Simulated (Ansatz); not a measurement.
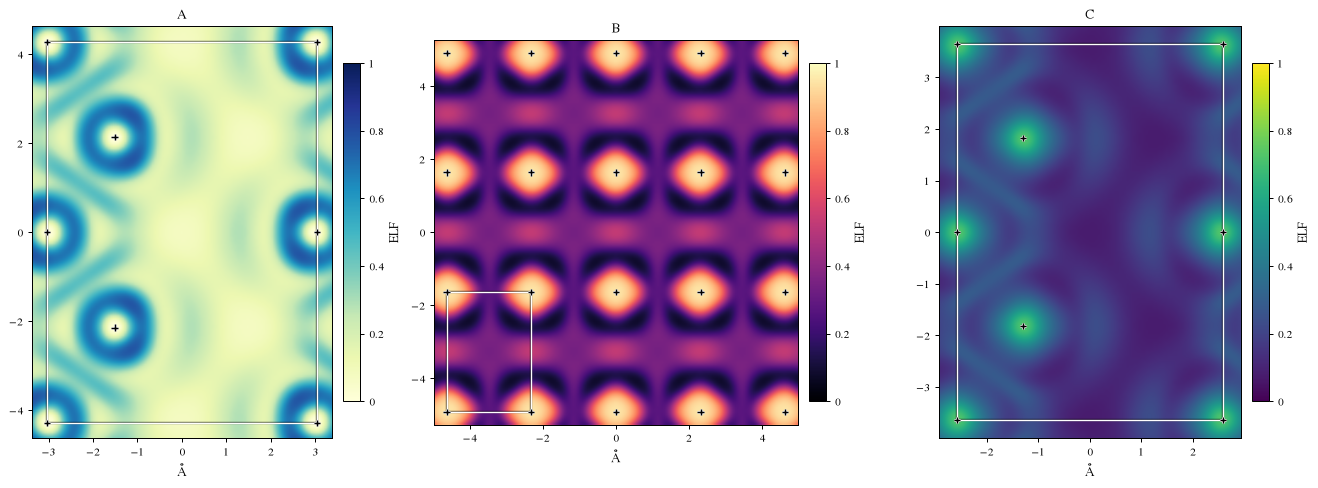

The electron localisation function of 3 systems, each on a plane through atoms (crosses mark nuclei in the plane).

Theory: DFT, r2SCAN, plane waves (500 eV) with PAW, scalar-relativistic (Ansatz).

System 1: Ta, the (011) plane of the conventional cell. Space group Fd-3m; set up as Ta, diamond; a generated structure, not necessarily the stable one.

```xyz
8
Lattice="6.0596 0.0000 0.0000 0.0000 6.0596 0.0000 0.0000 0.0000 6.0596" Properties=species:S:1:pos:R:3 pbc="T T T"
Ta    4.5447    1.5149    1.5149
Ta    1.5149    4.5447    1.5149
Ta    1.5149    1.5149    4.5447
Ta    4.5447    4.5447    4.5447
Ta    3.0298    0.0000    0.0000
Ta    0.0000    3.0298    0.0000
Ta    0.0000    0.0000    3.0298
Ta    3.0298    3.0298    3.0298
```

System 2: Cr, the (110) plane of the conventional cell. Space group Pm-3m; set up as Cr, simple cubic; a generated structure, not necessarily the stable one; changed on purpose from its base cell (volume × 1.0); the program warned that a starting moment wasn't kept; spin-polarised, but the moments vanished.

```yaml
crystal:
  lattice:
    - [2.31608, 0.00000, 0.00000]
    - [0.00000, 2.31608, 0.00000]
    - [0.00000, 0.00000, 2.31608]
  atoms:
    - { symbol: Cr, position: [0.00000, 0.00000, 0.00000] }
```

System 3: Ni, the (110) plane of the conventional cell. Space group Fd-3m; set up as Ni, diamond; a generated structure, not necessarily the stable one; changed on purpose from its base cell (volume × 1.08); computed pressure about −6 GPa in this cell; spin-polarised.

**Which map belongs to which system?**

Panel A is system 1, Ta: the plane holds Ta. Ta–Ta (2.62 Å): the ELF is about 0.45 at the midpoint. Panel B is system 2, Cr: the plane holds Cr. Cr–Cr (2.32 Å): the ELF is about 0.30 at the midpoint; no localised pair shows between them. Panel C is system 3, Ni: the plane holds Ni. Ni–Ni (2.23 Å): the ELF is about 0.30 at the midpoint (no shared electron pair shows on this line).
